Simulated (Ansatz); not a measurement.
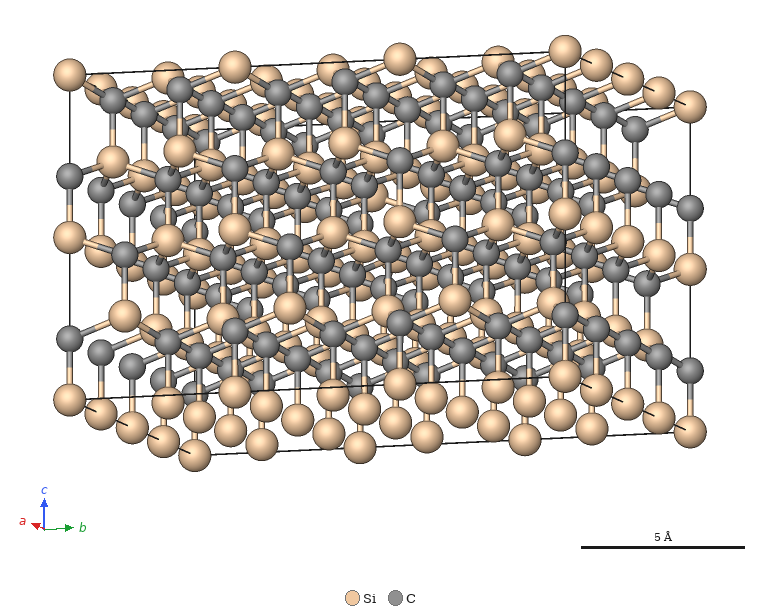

Figure 1. The structure as given in the input (ball-and-stick view of the cell of the calculation, seen at an oblique angle). Near neighbours in the crystal (not all of them lie inside the picture): Si has 4 C at 1.87 to 1.90 Å; Si has 3 C at 1.92 to 1.93 Å; C has 4 Si at 1.87 to 1.93 Å.

Run report: Si₉₆C₉₅ (charge −1), single-point calculation (part 1 of 3)

Si₉₆C₉₅ (defect cell, 191 atoms in the cell, total charge −1), computed with DFT, r2SCAN, PAW, plane waves (Ansatz 0.2.0).

What the program printed
```
Pseudopotentials: kind: paw
Functional definition: r2SCAN
  parameter k0 = 0.174
  parameter k1 = 0.065
  parameter a1 = 4.9479
  exchange = r2scan_x(k0 = k0, k1 = k1, a1 = a1)
  correlation = r2scan_c
Crystal: 191 atoms, lattice volume = 1984.194 Å³
Basis set: ecut = 500 eV, 50351 PW (Γ), exchange–correlation on 360×480×300 points (64 copies of the dense FFT grid, shifted against one another)
Bands: 574, of which v1, the nominal top of the filled ones, is band 383 counted from 1 (382 counted from 0)
Symmetry: 1 space group operations
k-points: 1
Non-local potential: Si, projectors of the file, l = 0: 2, l = 1: 2, l = 2: 2
Non-local potential: C, projectors of the file, l = 0: 2, l = 1: 2, l = 2: 1
PAW form: soft (Blöchl's): semilocal exchange-correlation on the pseudo side does not see the compensation charge
PAW frozen core: Si, regenerated for the run's functional (the file was generated under x = pbe(κ = 0.804, μ = 0.2195149727645171), c = pbe(β = 0.06672455060314922))
PAW frozen core: C, regenerated for the run's functional (the file was generated under x = pbe(κ = 0.804, μ = 0.2195149727645171), c = pbe(β = 0.06672455060314922))
PAW one-centre angular grid: Si, 302 points (default); XC on 160 Gauss nodes
PAW one-centre angular grid: C, 302 points (default); XC on 239 of its mesh's 2573 points in the sphere
Initial density: superposition of atomic densities (chi_scale 0.1, normalization cell)
Starting moments: Σ|m| = 1 μB on 4 of 191 sites
Initial wavefunctions: pseudopotential atomic-orbital guess
Functional: x = r2scan, c = r2scan; τ floored in thin density (d = 2e-4 eV/Å³)
SCF iter   1: F=—  HF=-85422.929514 eV  |F-HF|=—  |Δ(HF+E_count)|=         —  Δρ=7.24e-2 (↑7.24e-2 ↓7.22e-2)  dr2=5.12e2  dr2_τ=1.40e1  dr2_m=1.57e-1  M=2.986 μB ∫|m|=2.987 μB  β_m=1.00  ethr=3.10e-3  ⟨swp⟩=6.0  Hψ=4753  notcnv=0  defer=357
preconditioner: auto → Resta (q_TF=auto, 2.328 Å⁻¹)  ε∞=3.9  [insulator: Δε(μ)=0.099 eV  Ē_g=13.573 eV  σ=0.010 eV  W_gap=0.99  n_scr=432 (ndim 8)  ℏωp=23.1 eV  f_vac=0.000  D(μ)=1.42/eV (n_scr^D=0)  ε∞_Penn≈3.9]
spin=Collinear: Resta preconditioning applied to the charge; magnetization (m = ρ↑ − ρ↓) channel mixes plain (no charge-response kernel on spin).
SCF iter   2: F=—  HF=-85328.448850 eV  |F-HF|=—  |Δ(HF+E_count)|=    9.45e1  Δρ=4.20e-2 (↑4.20e-2 ↓4.18e-2)  dr2=1.68e2  dr2_τ=1.16e0  dr2_m=1.07e-2  M=3.000 μB ∫|m|=3.069 μB  β_m=1.00  ethr=3.10e-3  ⟨swp⟩=3.0  Hψ=2111  notcnv=0  defer=368  κ⁻¹=1.0e0(r=1)
SCF iter   3: F=—  HF=-85295.584305 eV  |F-HF|=—  |Δ(HF+E_count)|=    3.29e1  Δρ=1.46e-2 (↑1.46e-2 ↓1.46e-2)  dr2=9.96e0  dr2_τ=8.56e-1  dr2_m=2.15e-3  M=3.000 μB ∫|m|=3.178 μB  β_m=0.30  ethr=3.10e-3  ⟨swp⟩=3.0  Hψ=1840  notcnv=0  defer=368  κ⁻¹=3.5e-3(r=2)
SCF iter   4: F=—  HF=-85299.869312 eV  |F-HF|=—  |Δ(HF+E_count)|=    4.29e0  Δρ=4.21e-3 (↑4.17e-3 ↓4.21e-3)  dr2=9.71e-1  dr2_τ=1.01e-2  dr2_m=1.09e-3  M=3.000 μB ∫|m|=3.133 μB  β_m=1.00  ethr=1.30e-3  ⟨swp⟩=3.0  Hψ=2059  notcnv=0  defer=368  κ⁻¹=2.1e-4(r=3)
SCF iter   5: F=—  HF=-85299.927050 eV  |F-HF|=—  |Δ(HF+E_count)|=   5.77e-2  Δρ=1.36e-3 (↑1.36e-3 ↓1.34e-3)  dr2=6.78e-2  dr2_τ=4.03e-3  dr2_m=8.10e-5  M=3.000 μB ∫|m|=3.160 μB  β_m=1.00  ethr=1.27e-4  ⟨swp⟩=2.0  Hψ=1560  notcnv=0  defer=368  κ⁻¹=3.0e-5(r=4)
SCF iter   6: F=—  HF=-85299.897347 eV  |F-HF|=—  |Δ(HF+E_count)|=   2.97e-2  Δρ=3.12e-4 (↑3.12e-4 ↓3.07e-4)  dr2=1.03e-2  dr2_τ=4.83e-5  dr2_m=1.73e-5  M=3.000 μB ∫|m|=3.172 μB  β_m=1.20  ethr=8.86e-6  ⟨swp⟩=3.0  Hψ=1575  notcnv=0  defer=368
Mixer restart at iter 6: flushing history
spin-set hold released at iteration 6 (site moments contracting): the magnetisation degrees of freedom join the quasi-Newton model from the next iteration; the mixer history was flushed
SCF iter   7: F=—  HF=-85299.894833 eV  |F-HF|=—  |Δ(HF+E_count)|=   2.51e-3  Δρ=2.26e-4 (↑2.26e-4 ↓2.26e-4)  dr2=5.13e-3  dr2_τ=2.06e-5  dr2_m=6.52e-7  M=3.000 μB ∫|m|=3.177 μB  β_m=1.20  ethr=1.35e-6  ⟨swp⟩=1.5  Hψ=783  notcnv=0  defer=368  κ⁻¹=1.0e0(r=1)
SCF iter   8: F=—  HF=-85299.902509 eV  |F-HF|=—  |Δ(HF+E_count)|=   7.68e-3  Δρ=9.27e-5 (↑9.27e-5 ↓9.22e-5)  dr2=6.40e-4  dr2_τ=3.26e-6  dr2_m=1.62e-6  M=3.000 μB ∫|m|=3.180 μB  β_m=1.20  ethr=6.71e-7  ⟨swp⟩=2.0  Hψ=1301  notcnv=0  defer=368  κ⁻¹=1.5e-2(r=2)
SCF iter   9: F=—  HF=-85299.902745 eV  |F-HF|=—  |Δ(HF+E_count)|=   2.36e-4  Δρ=3.66e-5 (↑3.63e-5 ↓3.66e-5)  dr2=9.95e-5  dr2_τ=4.88e-7  dr2_m=3.64e-7  M=3.000 μB ∫|m|=3.177 μB  β_m=1.20  ethr=8.37e-8  ⟨swp⟩=2.0  Hψ=1344  notcnv=0  defer=368  κ⁻¹=6.9e-3(r=3)
SCF iter  10: F=—  HF=-85299.900613 eV  |F-HF|=—  |Δ(HF+E_count)|=   2.13e-3  Δρ=7.81e-6 (↑7.81e-6 ↓7.58e-6)  dr2=2.93e-6  dr2_τ=3.84e-8  dr2_m=3.34e-7  M=3.000 μB ∫|m|=3.177 μB  β_m=1.20  ethr=1.30e-8  ⟨swp⟩=2.0  Hψ=1718  notcnv=0  defer=368  κ⁻¹=8.0e-4(r=4)
SCF iter  11: F=—  HF=-85299.900616 eV  |F-HF|=—  |Δ(HF+E_count)|=   3.33e-6  Δρ=3.92e-6 (↑3.83e-6 ↓3.92e-6)  dr2=1.00e-6  dr2_τ=5.31e-9  dr2_m=7.16e-9  M=3.000 μB ∫|m|=3.178 μB  β_m=1.20  ethr=3.83e-10  ⟨swp⟩=3.0  Hψ=1549  notcnv=0  defer=368  κ⁻¹=1.3e-4(r=5)
SCF iter  12: F=—  HF=-85299.900617 eV  |F-HF|=—  |Δ(HF+E_count)|=   7.75e-7  Δρ=2.10e-6 (↑2.10e-6 ↓2.08e-6)  dr2=2.64e-7  dr2_τ=1.80e-9  dr2_m=3.63e-9  M=3.000 μB ∫|m|=3.178 μB  β_m=1.20  ethr=1.31e-10  ⟨swp⟩=2.0  Hψ=1364  notcnv=0  defer=368  κ⁻¹=3.3e-5(r=6)
SCF iter  13: F=-85299.900617 eV  HF=-85299.900617 eV  |F-HF|=2.95e-8  |Δ(HF+E_count)|=   2.70e-7  Δρ=1.00e-6 (↑1.00e-6 ↓9.90e-7)  dr2=6.81e-8  dr2_τ=3.22e-10  dr2_m=8.62e-10  M=3.000 μB ∫|m|=3.178 μB  ethr=1.31e-11  ⟨swp⟩=16.5  Hψ=7377  notcnv=0
SCF 1 converged in 13 iterations: F = -85299.900617 eV  dr2 = 6.81e-8
  greatest PAW one-centre occupation: 0.665 electrons in one spin orbital (limit 2), on the C atom at site 149 (counted from 0), in its partial waves of l = 0
```

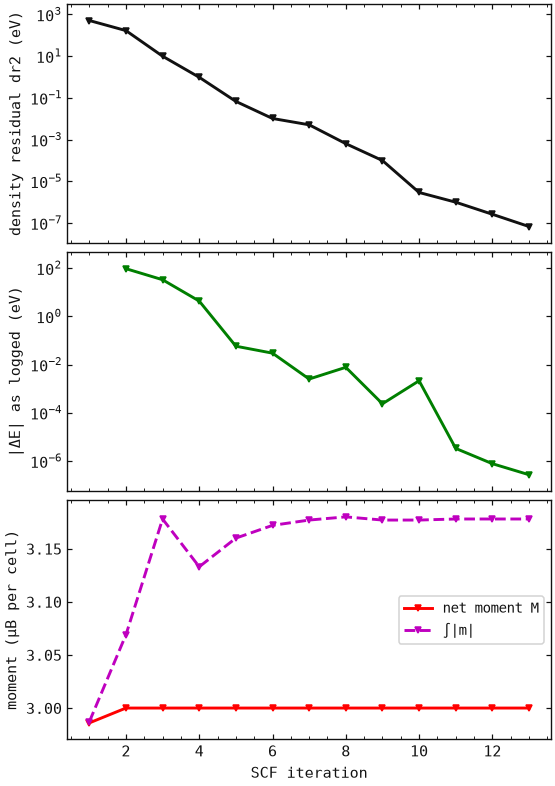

Figure 2. Convergence of the self-consistent field: density residual dr2, size of the energy change and magnetic moment against the SCF iteration. The residual falls at every step. The net moment stays at 3.0 μB per cell.

```
this state was not tested for a lower state beside it, because the mixer in use, unlike msr1, does not test its closes by its own steps (another_mixer; see scf.mixing.algorithm and scf.lower_state_search)
NSCF: frozen V_eff on 1 k-points
SCF converged after 13 iterations
Magnetization: 3.0000 μB (384.0000 up, 381.0000 down)
Absolute magnetization: 3.1838 μB (∫|ρ↑−ρ↓|, with the PAW one-centre terms)
Spin contamination: 0.0132 ħ² per cell (⟨S²⟩ above its minimum at these occupations)
Per-site moments (μB) at R_I (Å): [(5.383004724315256e-5, 0.776820176134321), (2.142021589996034e-5, 0.7768796182597921), (0.00010824555632991987, 0.7757318785574813), (0.00017533465202456853, 0.7764772773336143), (3.468460534126222e-5, 0.7768332737066496), (0.00018715845535294677, 0.7756204753041627), (0.0005894579907926022, 0.7736579744044959), (0.0005862794992954524, 0.7740423520695687), (0.000
Free energy (F): -85299.900617 eV
Harris-Foulkes:  -85299.900617 eV  (|F-HF|=2.95e-8)
Internal energy: -85299.900617 eV  (E = F + TS)
E sigma→0 (E₀):  -85299.900617 eV
Fermi energy:    11.578571 eV
--- Per-component energies (eV) ---
  E_band       = 2428.671457
  E_kinetic    = 12974.882877
  E_local      = -9998.670517  (includes V_loc(G=0)·N_el)
  E_nonlocal   = 4811.261426
  E_hartree    = 3156.318854
  E_xc         = -9689.234090
  E_vxc        = -11333.733126  (∫ρ·V_xc dr)
  E_paw        = -59446.249025  (= ΣΔE_a)
  E_vpaw       = -869.847778  (= ΣTr[D̂ρ^β])
  E_aug_tail   = 0.000779  (compensation charges beyond the density's cutoff)
  E_vtau       = 532.138669  (kinetic-family band-sum trace: ∫τ·v_τ [+ j·A + Jᵃ·Aᵃ] dr)
  E_ewald      = -27098.519849
  E_core_change = -9.691071  (= ΣΔE_core)
  E_smearing   = -0.000000  (= −TS)
  E_closure    = -0.000000  (closes the sum)
  E_deformation_potential = -18.031376  (in the stress; not in F)
  Σ components = -85299.900617   (vs F -85299.900617, Δ=0.00e0)
--- Forces (eV/Å), atoms counted from 1 ---
  atom   1  Si     0.00327068     0.00212749     0.00280096
  atom   2  Si     0.00044771     0.00321120     0.00188387
  atom   3  Si     0.00311152     0.01643192     0.00086690
  atom   4  Si     0.00569866     0.00893314     0.00761452
  atom   5  Si    -0.00562274     0.00198534     0.00392201
  atom   6  Si    -0.00373690     0.02354616     0.00628247
  atom   7  Si    -0.00058524     0.03759840     0.01648714
  atom   8  Si     0.02613331    -0.01478078     0.01595585
  atom   9  Si     0.01036171    -0.01671675     0.00839773
  atom  10  Si     0.00005640    -0.00040330     0.00213549
  atom  11  Si    -0.00221370     0.01805009     0.00114516
  atom  12  Si    -0.00325527     0.03374356     0.01503842
  atom  13  Si     0.00322101     0.01499467    -0.00956793
  atom  14  Si     0.02380433    -0.02526088     0.01346576
  atom  15  Si     0.00956629    -0.01370253     0.00263200
  atom  16  Si     0.00195328     0.00873598     0.00032216
  atom  17  Si    -0.00191402     0.00871909     0.00525706
  atom  18  Si    -0.02832677    -0.01185497     0.01503640
  atom  19  Si    -0.02343097    -0.02757089     0.01668351
  atom  20  Si    -0.00341920    -0.01425905     0.00403177
  atom  21  Si     0.00091958    -0.00786415     0.00132089
  atom  22  Si    -0.00822829    -0.01394549     0.00287380
  atom  23  Si    -0.00746368    -0.01665222     0.00261766
  atom  24  Si     0.00057508    -0.01088647     0.00190891
  atom  25  Si     0.00640996     0.00643211    -0.00383267
  atom  26  Si     0.00077517     0.00922997    -0.00530584
  atom  27  Si     0.00847868     0.00809279    -0.00252250
  atom  28  Si     0.00481027     0.00899093    -0.00470962
  atom  29  Si    -0.00521604     0.00988114    -0.00522187
  atom  30  Si    -0.00031647     0.01470411     0.01319166
  atom  31  Si     0.01743555     0.01519777     0.01966518
  atom  32  Si     0.00931688    -0.00962248     0.01438309
  atom  33  Si     0.00404907    -0.01168691    -0.00359988
  atom  34  Si    -0.00071923     0.00767792    -0.00690092
  atom  35  Si    -0.00976744     0.01108832    -0.00247573
  atom  36  Si    -0.01526407     0.01376795     0.01994990
  atom  37  Si    -0.00095506    -0.02851971     0.02369868
  atom  38  Si    -0.00469794    -0.01517184    -0.00291910
  atom  39  Si     0.00315128    -0.00404131    -0.00479480
  atom  40  Si     0.00271974     0.01195725    -0.00101834
  atom  41  Si    -0.00292967     0.01339094     0.00043948
  atom  42  Si    -0.00760959    -0.00978642     0.01308431
  atom  43  Si     0.00326272    -0.01643213    -0.00366932
  atom  44  Si    -0.00296190    -0.00407331    -0.00406535
  atom  45  Si    -0.00017968    -0.00654412    -0.00091652
  atom  46  Si    -0.00113000    -0.01274234    -0.00415566
  atom  47  Si    -0.00332298    -0.00575056    -0.00799737
  atom  48  Si     0.00284318    -0.00541437    -0.00512666
  atom  49  Si     0.00358086     0.01280665    -0.00370098
  atom  50  Si     0.00535942     0.01560925    -0.00106670
  atom  51  Si    -0.00291190     0.01421115    -0.00560295
  atom  52  Si    -0.00435664     0.03979564    -0.01567550
  atom  53  Si     0.02804301     0.01622029    -0.01449930
  atom  54  Si     0.01691286    -0.02017848    -0.01877689
  atom  55  Si    -0.00436856     0.00795903    -0.00403643
  atom  56  Si     0.00345878     0.03369200    -0.01842655
  atom  57  Si    -0.00377417     0.01333145     0.01693893
  atom  58  Si    -0.00831842    -0.01235386     0.00141953
  atom  59  Si     0.02078440    -0.01720792    -0.01544759
  atom  60  Si     0.00772535    -0.00759170    -0.00232163
  atom  61  Si     0.00329038     0.00385990    -0.00161892
  atom  62  Si    -0.00042295     0.01587984    -0.00720877
  atom  63  Si    -0.02441678     0.01969367    -0.01820579
  atom  64  Si     0.00321319    -0.01307428    -0.01188139
  atom  65  Si    -0.00023545    -0.03193972    -0.01651390
  atom  66  Si     0.00407728    -0.00668998    -0.00495964
  atom  67  Si     0.00128629     0.00357056    -0.00616182
  atom  68  Si    -0.01591875    -0.02581619    -0.01823660
  atom  69  Si    -0.02624452    -0.02245313    -0.01778945
  atom  70  Si    -0.00580874    -0.00888392    -0.00393903
  atom  71  Si     0.00368798    -0.01453576    -0.00640345
  atom  72  Si    -0.00579716    -0.00815714    -0.00331799
  atom  73  Si     0.00335377    -0.00154632     0.00322098
  atom  74  Si    -0.00095808     0.00173238     0.00431506
  atom  75  Si     0.00707150     0.01098942     0.00447026
  atom  76  Si     0.00885529     0.01379742     0.00272641
  atom  77  Si    -0.00356203     0.00058091     0.00307609
  atom  78  Si    -0.00272700     0.00519284    -0.00013682
  atom  79  Si     0.01584117     0.02912575    -0.00506981
  atom  80  Si     0.02401023     0.00002829    -0.00613049
  atom  81  Si    -0.00188890    -0.00635970    -0.00184125
  atom  82  Si    -0.00142873    -0.00223935     0.00147626
  atom  83  Si    -0.00737955     0.01094684     0.00236396
  atom  84  Si    -0.01465446     0.03152375    -0.00398036
  atom  85  Si     0.00040091    -0.00250961    -0.02282263
  atom  86  Si     0.01079602    -0.02616494    -0.00291554
  atom  87  Si    -0.00016138    -0.01370214     0.00377458
  atom  88  Si     0.00260093     0.00912806     0.00362607
  atom  89  Si    -0.00723307     0.01591124     0.00151824
  atom  90  Si    -0.02400341     0.00297608    -0.00277649
  atom  91  Si    -0.01250715    -0.02513139    -0.00266780
  atom  92  Si    -0.00308731    -0.01687349     0.00367733
  atom  93  Si     0.00407893     0.00783075     0.00584058
  atom  94  Si     0.00584426    -0.00482432    -0.00069161
  atom  95  Si     0.00022249    -0.01302650     0.00125403
  atom  96  Si     0.00114927    -0.01197064     0.00266301
  atom  97  C     -0.00465246    -0.00081597    -0.00369323
  atom  98  C     -0.00052051    -0.00240752    -0.00307899
  atom  99  C     -0.00344651    -0.01085155    -0.00377691
  atom 100  C     -0.00573306    -0.00793694    -0.00161167
  atom 101  C      0.00411039    -0.00276231    -0.00389791
  atom 102  C      0.00208202    -0.01229459    -0.00637843
  atom 103  C     -0.00981955    -0.02157340    -0.00222463
  atom 104  C     -0.01858586    -0.00209941    -0.00043215
  atom 105  C     -0.00203452     0.01098683    -0.00733291
  atom 106  C      0.00207048     0.00012632    -0.00170084
  atom 107  C      0.00446067    -0.01323798    -0.00259944
  atom 108  C      0.01136464    -0.02289739    -0.00265585
  atom 109  C     -0.00281809    -0.00064679     0.00457958
  atom 110  C     -0.00804056     0.02536088    -0.00517509
  atom 111  C     -0.00406096     0.01058935    -0.00492224
  atom 112  C     -0.00337289    -0.00894322    -0.00335384
  atom 113  C      0.00292532    -0.01052945    -0.00174782
  atom 114  C      0.01939422     0.00200972    -0.00504221
  atom 115  C      0.01069840     0.02634572    -0.00459942
  atom 116  C      0.00245605     0.01205701    -0.00339722
  atom 117  C     -0.00345481     0.00247125    -0.00371315
  atom 118  C      0.00141798     0.01011766    -0.00838673
```
